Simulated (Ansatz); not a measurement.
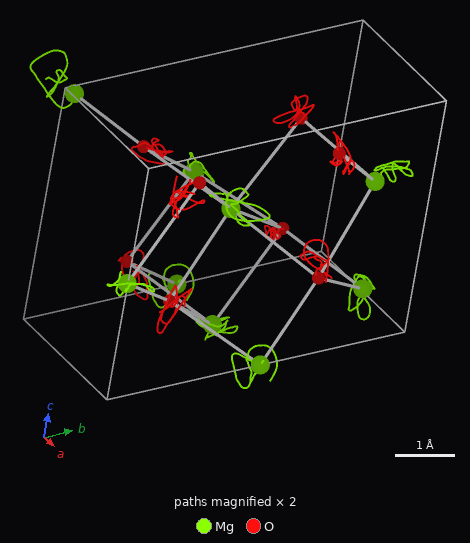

Molecular dynamics of a 16-atom cell of MgO, 200 fs long. It starts from the last geometry of an earlier run, with fresh velocities. Lines trace each atom's path, in the colour of its element; spheres stand at the starting positions. The excursions are magnified 2 times. Seen slightly off an axis in the reduced simulation cell.

Computed with Ansatz, DFT LDA, scalar-relativistic, plane waves, PAW. Settings: plane-wave cutoff 420 eV; k-point mesh 2 × 2 × 2; Fermi-Dirac smearing 0.05 eV; Langevin thermostat (NVT); set temperature 1560 K; time step 1 fs; friction 0.02 per fs.

### Describe the motion.

In the second half of the run the atoms are, in the root-mean-square, this far from where they began (common drift taken out): Mg 0.21 Å, O 0.19 Å. That is small against the typical shortest distance between atoms in the first frame, about 1.9 Å: the atoms vibrate about their sites and the arrangement holds. The self-consistency threshold is loose, so the forces are noisy.
